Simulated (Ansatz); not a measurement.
Geometry relaxation, with input and output: Ti (part 2 of 2)

Continued. System: Ti (P6₃/mmc, 4 atoms in the cell). Method: DFT r2SCAN, scalar-relativistic, plane waves, PAW, no spin polarisation (Ansatz 0.2.0); cutoff 500 eV, 18×18×5 k-mesh, Gaussian smearing of 0.1 eV. The structure was built on a prototype by a generator; it need not be a known phase. It belongs to a series of runs on one base structure; here: stacking ABAC.

Geometry of the input (Å; fractional positions):
```
2.9358  0.0000  0.0000
-1.4679  2.5425  0.0000
0.0000  0.0000  9.2735
Ti 0.0000  0.0000  0.0000
Ti 0.3333  0.6667  0.2500
Ti 0.0000  0.0000  0.5000
Ti 0.6667  0.3333  0.7500
```

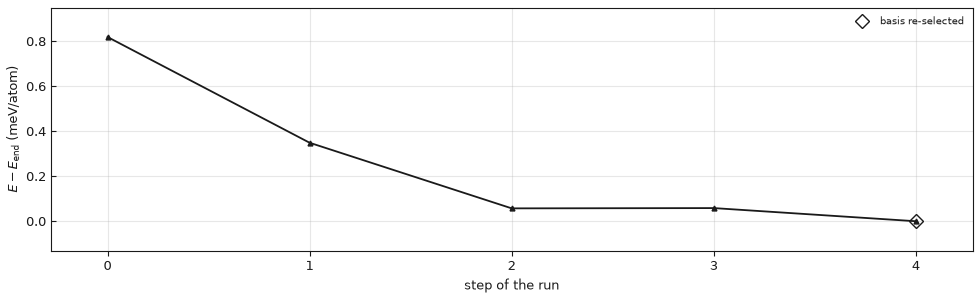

Fig. 1: Progress of the relaxation, step by step (the first geometry is step 0 here and step 1 in the log).

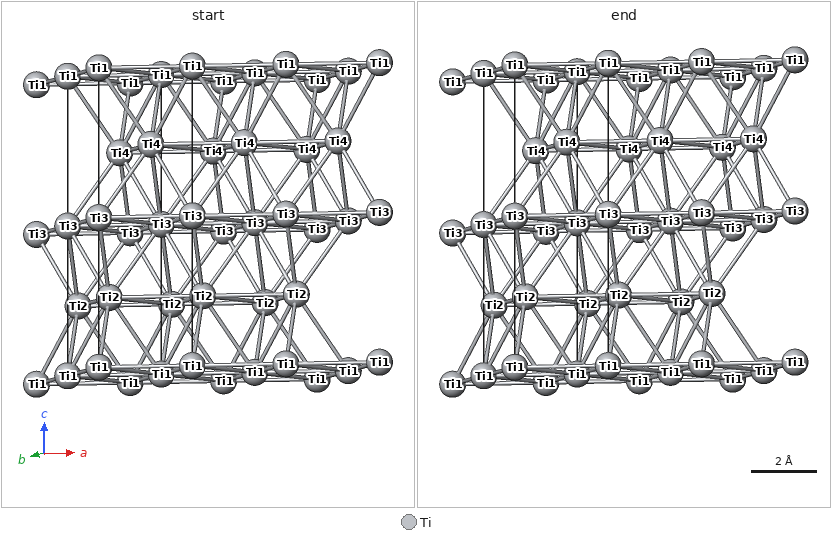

Fig. 2: Before (left) and after (right) the relaxation, at one scale (ball-and-stick view of the cell of the calculation, repeated 3 × 2 × 1, seen at an oblique angle). No atom moves by more than 0.005 Å relative to the cell. Cell: a = b 2.936 → 2.931 Å (−0.2 %), c 9.273 → 9.361 Å (+0.9 %). Volume +0.6 %. Among the contacts that change: Ti1–Ti2 2.872 → 2.888 Å, Ti1–Ti1 2.936 → 2.931 Å. The space group stays P6_3/mmc (No. 194). Over 3 geometry steps the energy falls by 0.8 meV per atom. All forces vanish by symmetry, so only the cell relaxes. Pressure: 0.64 GPa at the start and 0.00 GPa at the end. A last SCF at the same geometry on a re-selected plane-wave basis shifts the energy by −0.1 meV per atom. (Atoms are counted from 1 in the order of the input.)

```
basis re-selected at this cell: Δ(F+E_penalty+E_count) = -2.346e-4 eV, ΔP = +0.003 GPa vs the last step (what re-selecting the basis moved, of the pressure what is left beyond the Pulay correction that the steps carried, after the strain that the cell walked since its last selection, with what the two solves' SCF thresholds leave and, on support functions, any second-order correction that the steps lacked; it is no measure of the basis error at this ecutwfc). This SCF's stress stands 8.94e-3 GPa from its target on what of the cell is left free (relax.cell.stress_tol is 5.00e-2 GPa) and its largest allowed force component is 2.36e-16 eV/Å (relax.f_tol is 1.00e-2 eV/Å): within both
SCF converged after 6 iterations
Free energy (F): -10017.307758 eV
Harris-Foulkes:  -10017.307758 eV  (|F-HF|=3.64e-12)
Internal energy: -10017.282445 eV  (E = F + TS)
E sigma→0 (E₀):  -10017.295102 eV
Entropy (-TS):   -0.025313 eV (-6.328 meV/atom)
Fermi energy:    13.295162 eV
--- Per-component energies (eV) ---
  E_band       = -684.900306
  E_kinetic    = 1089.139374
  E_local      = -3241.435224  (includes V_loc(G=0)·N_el)
  E_nonlocal   = 28.856955
  E_hartree    = 1326.211698
  E_xc         = -371.163026
  E_vxc        = -530.547486  (∫ρ·V_xc dr)
  E_paw        = -4226.569452  (= ΣΔE_a)
  E_vpaw       = -719.851406  (= ΣTr[D̂ρ^β])
  E_aug_tail   = 0.000339  (compensation charges beyond the density's cutoff)
  E_vtau       = 36.513714  (kinetic-family band-sum trace: ∫τ·v_τ [+ j·A + Jᵃ·Aᵃ] dr)
  E_ewald      = -4621.309279
  E_core_change = -1.013829  (= ΣΔE_core)
  E_smearing   = -0.025313  (= −TS)
  E_closure    = 0.000000  (closes the sum)
  Σ components = -10017.307758   (vs F -10017.307758, Δ=0.00e0)
--- Forces (eV/Å), atoms counted from 1 ---
  atom   1  Ti     0.00000000    -0.00000000    -0.00000000
  atom   2  Ti     0.00000000     0.00000000     0.00000000
  atom   3  Ti    -0.00000000    -0.00000000     0.00000000
  atom   4  Ti    -0.00000000    -0.00000000     0.00000000
  max |Σ_I F_I| component: 1.11e-16 eV/Å
--- Stress (GPa, compression-positive) ---
       -0.008938       0.000000       0.000000
       -0.000000      -0.008938       0.000000
        0.000000       0.000000       0.007384
  P = ⅓ Tr σ = -0.0035 GPa (-0.035 kbar)
--- Band table (eV; the first three rows and the last of 111) ---
  k-point 0: bands = ["-45.8899", "-45.8329", "-45.8078", "-45.7500", "-21.4051", "-21.0667", "-21.0373", "-20.7857", "-20.7857", "-20.7571", "-20.7571", "-20.7029", "-20.7029", "-20.6843", "-20.6739", "-20.6739", "6.7267", "8.6440", "8.6696", "10.5143", "13.3606", "13.4221", "13.8668", "14.0618", "14.0618", "14.1262", "14.1262", "14.3102", "14.4496"]
  k-point 1: bands = ["-45.8866", "-45.8450", "-45.7956", "-45.7534", "-21.3882", "-21.1635", "-20.9392", "-20.7836", "-20.7836", "-20.7610", "-20.7610", "-20.7027", "-20.6989", "-20.6989", "-20.6760", "-20.6760", "6.8142", "8.0282", "9.3028", "10.4580", "13.2502", "13.6214", "13.7382", "14.0882", "14.0882", "14.1563", "14.1563", "14.2548", "14.4054"]
  k-point 2: bands = ["-45.8771", "-45.8625", "-45.7779", "-45.7630", "-21.3389", "-21.2615", "-20.8375", "-20.7778", "-20.7778", "-20.7694", "-20.7694", "-20.7557", "-20.6904", "-20.6904", "-20.6819", "-20.6819", "7.0721", "7.4857", "9.8684", "10.2595", "13.2690", "13.4677", "13.8737", "14.0994", "14.1597", "14.1597", "14.2161", "14.2161", "14.3318"]
  k-point 110: bands = ["-45.7461", "-45.7461", "-45.7210", "-45.7210", "-21.2215", "-21.1948", "-21.1948", "-21.1789", "-21.0748", "-21.0748", "-21.0299", "-21.0299", "-20.9004", "-20.8565", "-20.8285", "-20.8285", "11.8642", "11.8642", "11.9453", "11.9772", "11.9772", "12.0486", "12.0486", "12.0815", "13.2704", "13.2930", "13.2930", "13.4661", "15.1171"]
--- Relaxed structure (4 steps of the walk, 4 accepted, 1 SCFs on fresh bases) ---
  F+E_penalty+E_count = -10017.30775819 eV   max|allowed force component| = 2.359e-16 eV/Å   (the final SCF, on the basis selected at the relaxed cell)
  cell:  # Å, volume = 69.6301 Å³
    - [2.930682364715304, 2.881697257642838e-11, 0.0]
    - [-1.4653411823826084, 2.5380453782520966, 0.0]
    - [0.0, 0.0, 9.361146287588449]
  atoms:
    - { symbol: Ti, position: [-2.1203801241182847e-34, 3.7953694965967492e-34, -4.82427875976558e-35] }
    - { symbol: Ti, position: [0.33333333333333337, 0.6666666666666667, 0.25] }
    - { symbol: Ti, position: [8.210300941819716e-36, 3.8269318208675655e-34, 0.5] }
    - { symbol: Ti, position: [0.6666666666666669, 0.3333333333333333, 0.75] }
--- Löwdin populations: 4 sites ---
  site symbol       q [e]
     0     Ti     11.8298
     1     Ti     11.8360
     2     Ti     11.8298
     3     Ti     11.8360
  spilling = 0.013924 (of n_electrons = 48.000000)
```

Trajectory as extended XYZ (Å, eV, eV/Å), 5 frames, from step=1 to step=5
```
4
Lattice="2.9358 0.0000 0.0000 -1.4679 2.5425 0.0000 0.0000 0.0000 9.2735" Properties=species:S:1:pos:R:3:forces:R:3 step=1 energy=-10017.30448 pressure_GPa=0.64
Ti    0.0000    0.0000    0.0000    0.0000   0.0000   0.0000
Ti    0.0000    1.6950    2.3184    0.0000   0.0000   0.0000
Ti    0.0000    0.0000    4.6367    0.0000   0.0000   0.0000
Ti    1.4679    0.8475    6.9551    0.0000   0.0000   0.0000
4
Lattice="2.9326 0.0000 0.0000 -1.4663 2.5397 0.0000 0.0000 0.0000 9.4001" Properties=species:S:1:pos:R:3:forces:R:3 step=2 energy=-10017.30636 pressure_GPa=-0.62
Ti    0.0000    0.0000    0.0000    0.0000   0.0000   0.0000
Ti    0.0000    1.6931    2.3500    0.0000   0.0000   0.0000
Ti    0.0000    0.0000    4.7001    0.0000   0.0000   0.0000
Ti    1.4663    0.8466    7.0501    0.0000   0.0000   0.0000
4
Lattice="2.9295 0.0000 0.0000 -1.4648 2.5370 0.0000 0.0000 0.0000 9.3644" Properties=species:S:1:pos:R:3:forces:R:3 step=3 energy=-10017.30753 pressure_GPa=0.05
Ti    0.0000    0.0000    0.0000    0.0000   0.0000   0.0000
Ti    0.0000    1.6914    2.3411    0.0000   0.0000   0.0000
Ti    0.0000    0.0000    4.6822    0.0000   0.0000   0.0000
Ti    1.4648    0.8457    7.0233    0.0000   0.0000   0.0000
4
Lattice="2.9307 0.0000 0.0000 -1.4653 2.5380 0.0000 0.0000 0.0000 9.3611" Properties=species:S:1:pos:R:3:forces:R:3 step=4 energy=-10017.30752 pressure_GPa=-0.01
Ti    0.0000    0.0000    0.0000    0.0000   0.0000   0.0000
Ti    0.0000    1.6920    2.3403    0.0000   0.0000   0.0000
Ti    0.0000    0.0000    4.6806    0.0000   0.0000   0.0000
Ti    1.4653    0.8460    7.0209    0.0000   0.0000   0.0000
4
Lattice="2.9307 0.0000 0.0000 -1.4653 2.5380 0.0000 0.0000 0.0000 9.3611" Properties=species:S:1:pos:R:3:forces:R:3 step=5 energy=-10017.30776 pressure_GPa=-0.00
Ti    0.0000    0.0000    0.0000    0.0000   0.0000   0.0000
Ti    0.0000    1.6920    2.3403    0.0000   0.0000   0.0000
Ti    0.0000    0.0000    4.6806    0.0000   0.0000   0.0000
Ti    1.4653    0.8460    7.0209    0.0000   0.0000   0.0000
```

Results in brief

| quantity | value |
| --- | --- |
| outcome | converged |
| space group (tolerance 0.01 Å) | P6₃/mmc (194) |
| electrons treated | 48 |
| free energy | −10017.3078 eV |
| Fermi energy | 13.295 eV |
| gap on the k-point mesh | none (metallic) |
| pressure | 0.00 GPa |
| final volume | 69.63 Å³ |
| largest force (length of the vector) at the end | under 0.001 eV/Å |
| final cell | a = 2.931 Å, b = 2.931 Å, c = 9.361 Å, α = 90.00°, β = 90.00°, γ = 120.00° |
| wall time | 56 s |
| peak memory | 0.74 GiB |
